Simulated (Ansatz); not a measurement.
**MgO: density, localisation and related maps**

```
Mg O
1.0
     2.84798   -1.64428    0.00045
     0.00000    3.28857    0.00000
    -0.00250    0.00000   15.67068
Mg O
6 6
Direct
  0.66667 0.33333 0.64792
  0.66667 0.33333 0.97920
  0.00000 0.00000 0.81357
  0.00000 0.00000 0.48171
  0.00000 0.00000 0.14735
  0.33333 0.66667 0.31356
  0.66667 0.33333 0.85189
  0.66667 0.33333 0.52056
  0.00000 0.00000 0.01873
  0.00000 0.00000 0.68625
  0.00000 0.00000 0.35309
  0.33333 0.66667 0.18621
```

Space group P3m1; a structure generated by program, which may or may not match a known phase; computed pressure about −4 GPa in this cell.

The calculation used DFT r2SCAN, scalar-relativistic, plane waves, PAW (Ansatz 0.2.0).

The density is the valence pseudo-density of a PAW calculation; it isn't the true density close to the nuclei.

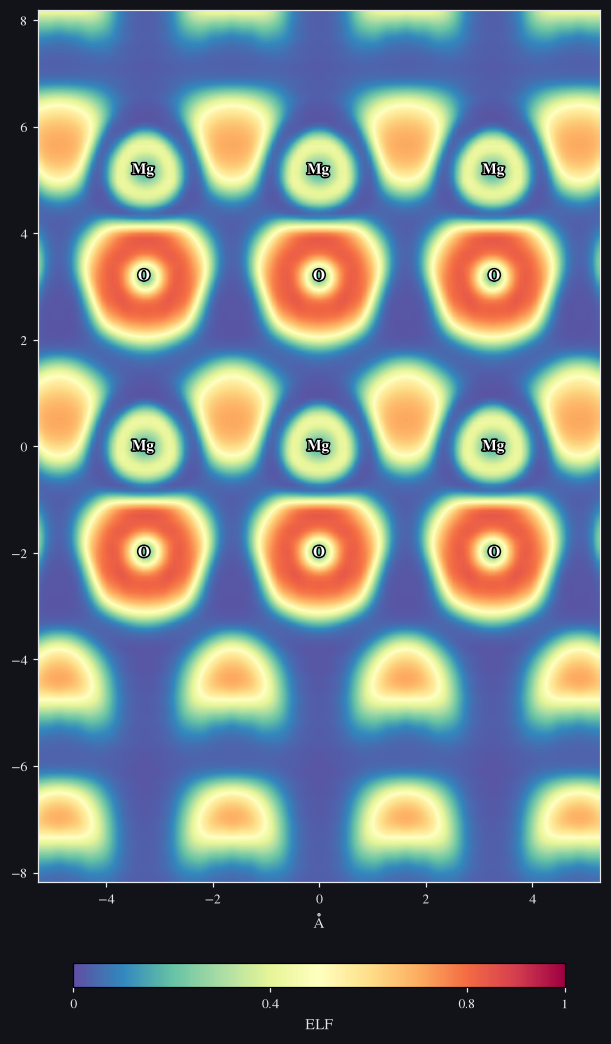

Figure 1. ELF on the (100) plane of the conventional cell.

Question: What do the fields say about this system?

Answer: The plane passes through Mg and O nuclei. Atoms just off the plane (Mg, 0.9 Å away and O, 0.9 Å away) can leave unmarked features too. Mg–O (2.00 Å): the ELF peaks at about 0.85 in the valence shell of O, 0.7 Å from its nucleus, and is about 0.35 at the midpoint: a closed-shell, largely ionic contact.

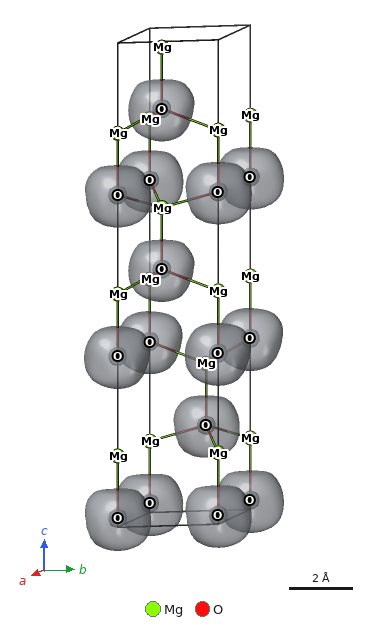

Figure 2. Isosurface of the electron localisation function at 0.6 (grey), seen slightly off an axis. Only the valence region is drawn (cores and ρ < 0.01 e/Å³ removed). Sticks mark near contacts.

Question: Describe the localisation domains.

Answer: At this value the surface marks out six regions wrapped around O (the valence shell of each), counted in one cell of 12 atoms. Any copies at cell faces, edges or corners count once.


Mg–O (1.99 Å): the ELF peaks at about 0.85 in the valence shell of O, 0.7 Å from its nucleus, and is about 0.35 at the midpoint: a closed-shell, largely ionic contact.

Question: Metal or insulator at this level of theory?

Answer: It is gapped, with a Kohn–Sham gap of 4.1 eV on the k-point mesh, an upper bound to the gap of this method.
